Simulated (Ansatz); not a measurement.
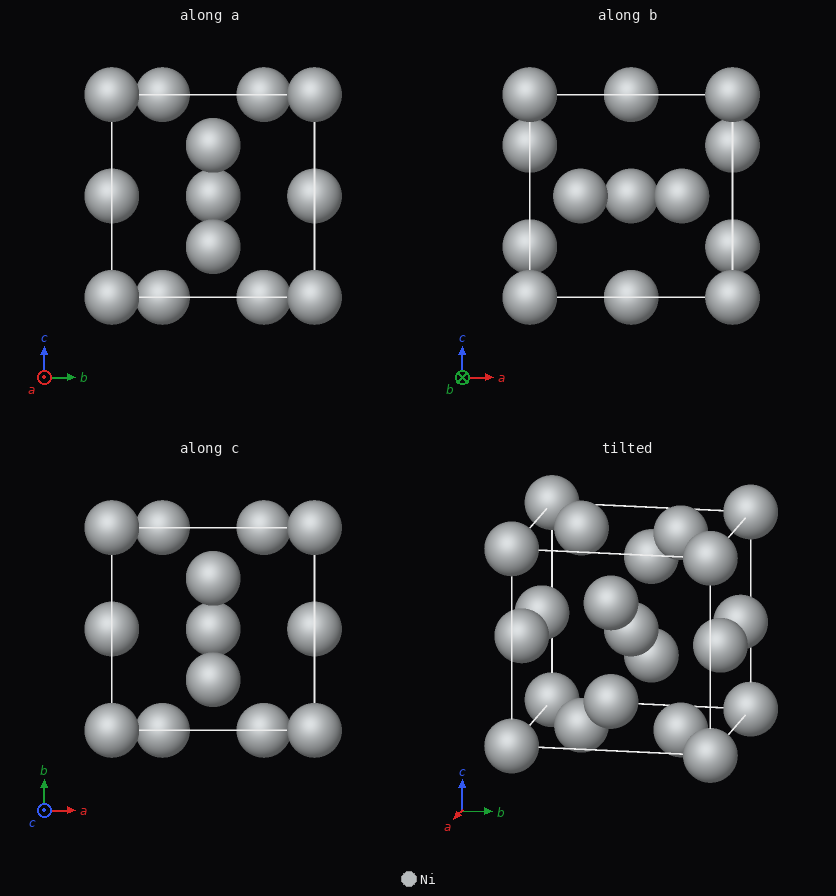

The image is a spheres-only drawing of a crystal, viewed along the a axis, along the b axis, along the c axis and slightly off an axis. The box is the conventional unit cell; atoms on or close to its faces, edges and corners are drawn wherever they repeat.

Lattice parameters: a = 4.5370 Å, b = 4.5370 Å, c = 4.5370 Å, α = 90.000°, β = 90.000°, γ = 90.000°.

Convert the drawing into a CIF with its space group and independent sites.

```cif
data_structure
_symmetry_space_group_name_H-M 'P m -3 n'
_symmetry_Int_Tables_number 223
_cell_length_a 4.5370
_cell_length_b 4.5370
_cell_length_c 4.5370
_cell_angle_alpha 90.000
_cell_angle_beta 90.000
_cell_angle_gamma 90.000
_cell_volume 93.39
loop_
_atom_site_label
_atom_site_type_symbol
_atom_site_symmetry_multiplicity
_atom_site_Wyckoff_symbol
_atom_site_fract_x
_atom_site_fract_y
_atom_site_fract_z
_atom_site_occupancy
Ni1 Ni 2 a 0.0000 0.0000 0.0000 1
Ni2 Ni 6 c 0.2500 0.0000 0.5000 1
```

Source of the structure: a structure type filled with this element by a generator (whether the element takes this form wasn't checked). Earlier steps of the study may have refined or changed the cell and positions. It went into a calculation with Ansatz.
